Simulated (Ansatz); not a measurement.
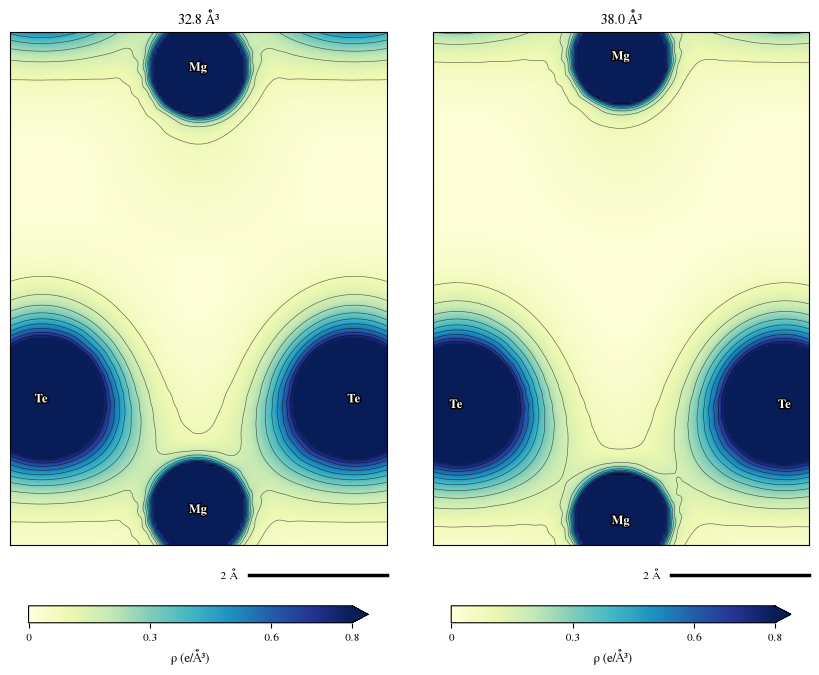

MgTe. The valence electron density of cells scaled evenly to different volumes (given per atom above each panel), on the (11̄0) plane of each (indices in the axes of the cell below), at one length scale and on one colour scale.

Started from the zincblende prototype, which need not be the ambient phase.

These are results of DFT, r2SCAN with spin-orbit coupling, plane waves, PAW (Ansatz), not measurements.

Core electrons are frozen (PAW), and the valence fields are smoothed inside the atomic spheres.

The largest cell:

```xyz
2
Lattice="0.0000 3.3624 3.3624 3.3624 0.0000 3.3624 3.3624 3.3624 0.0000" Properties=species:S:1:pos:R:3 pbc="T T T"
Mg    0.0000    0.0000    0.0000
Te    1.6812    1.6812    1.6812
```

| volume (Å³/atom) | Mg–Te contact in the plane (Å) | ρ at its midpoint (e/Å³) | pressure (GPa) | gap on the mesh (eV) | 
| --- | --- | --- | --- | --- |
| 32.79 | 2.772 | 0.325 | 1.2 | 2.93 | 
| 36.93 | 2.884 | ? | ? | ? | 
| 38.02 | 2.912 | 0.272 | −3.4 | 2.32 | 

### Estimate the missing row, and compare with the calculation.

Over the known rows ln ρ falls by 1.27 per Å of Mg–Te distance (the line through the two), which gives 0.282 e/Å³ at 2.884 Å; the calculation gives 0.282 e/Å³. For the pressure, a straight line in volume between the neighbouring rows gives −2.4 GPa; the calculation gives −2.8, lower because pressure rises ever faster on compression. For the gap on the mesh, a straight line in volume between the neighbouring rows gives 2.45 eV; the calculation gives 2.44.
